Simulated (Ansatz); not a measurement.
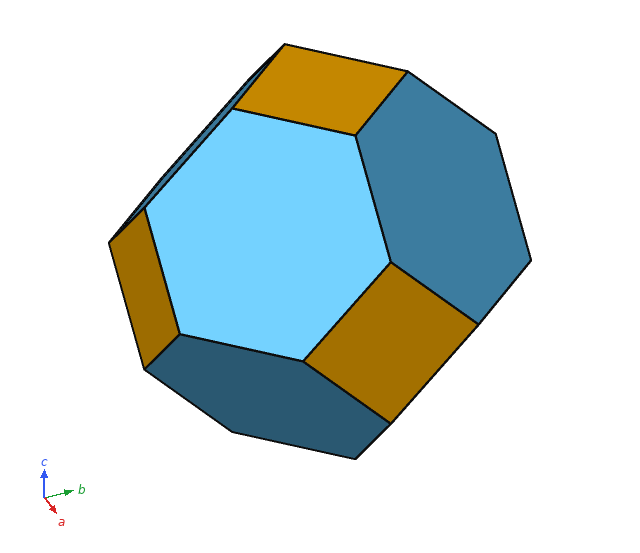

BFDH (Bravais–Friedel–Donnay–Harker) growth shape, computed from the cell and space group alone: each face lies at a distance from the centre proportional to 1/d(hkl), with d taken for the first order that the space group does not extinguish. It ignores bonding, solvent and kinetics. Faces of one form share a colour. Cell of GaN: space group Fm-3m (No. 225), a = 4.217 Å, b = 4.217 Å, c = 4.217 Å, α = 90.00°, β = 90.00°, γ = 90.00°. The structure is the input geometry of an electronic-structure calculation and need not be at equilibrium. It was generated, so it need not be a known form of this composition. Forms under 0.4 % of the area are left out.

> Give the Miller indices of each colour.

blue: {111} (d = 2.43 Å, 78 % of the area); yellow: {200} (d = 2.11 Å, 22 % of the area).
